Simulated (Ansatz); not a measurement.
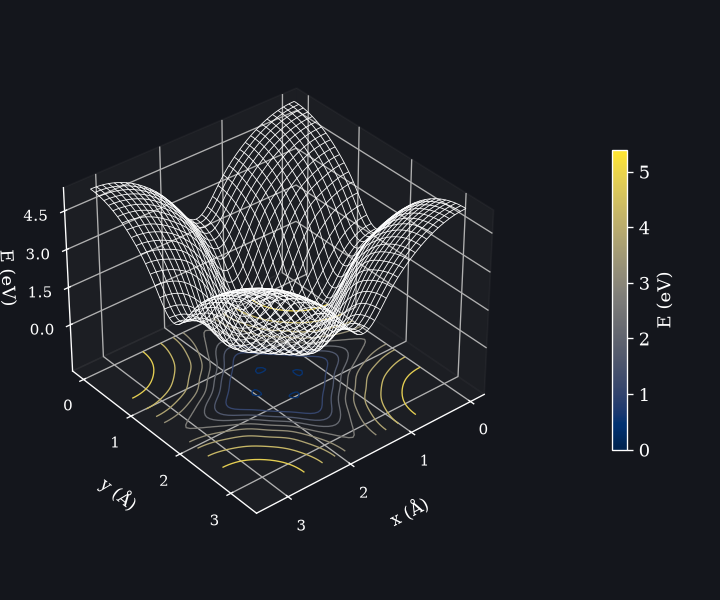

Energy landscape of C on a Ti(100) slab cut from the Im-3m phase, its upper half relaxed before the scan (4 atoms of substrate and one adsorbate in a 1 × 1 cell). C is moved over the surface cell; relaxed at each place: the height of the adsorbate's atoms; substrate rigid; the origin of the map has the adsorbate above Ti4. Places are given modulo a cell vector. The map is drawn in real space over the plane of the surface. The grid has 8 × 8 points; 15 points were computed and 49 follow by symmetry. Energies: eV, counted from the lowest grid point. With one adsorbate in each 1 × 1 cell, its nearest image is 3.3 Å away, so neighbouring adsorbates interact. These are results of DFT PBE, scalar-relativistic, plane waves, PAW (Ansatz), not measurements. Settings: cutoff 420 eV, k-mesh 8×8×1, gaussian smearing 0.1 eV, no spin polarisation.

Drawn: a relief with its contours projected below. Between grid points the surface is interpolated. 

> Describe this landscape.

The lowest grid point is at (3/8, 4/8) of the cell vectors [nearest 1 Ti at 1.93 Å]. The highest grid point, the top site over a surface Ti atom, (0/8, 0/8) of the cell vectors, lies 5.39 eV above the lowest. At the lowest point the adsorbate has 1 Ti at 1.93 Å as nearest neighbours, at the highest 1 Ti at 1.90 Å. Its relaxed height above the top atom is 0.37 Å at the lowest and 1.90 Å at the highest point.

Each point was launched as `ansatz run input.yaml --threads 1 --pin off --max-ram 3072MiB --backend cpu --events-out ev --progress --plain --runs-dir out`. The whole map (15 points run) took 18 min on 1 thread of Arm Neoverse V2, with other jobs on the host.

PAW datasets: the set soft_1.
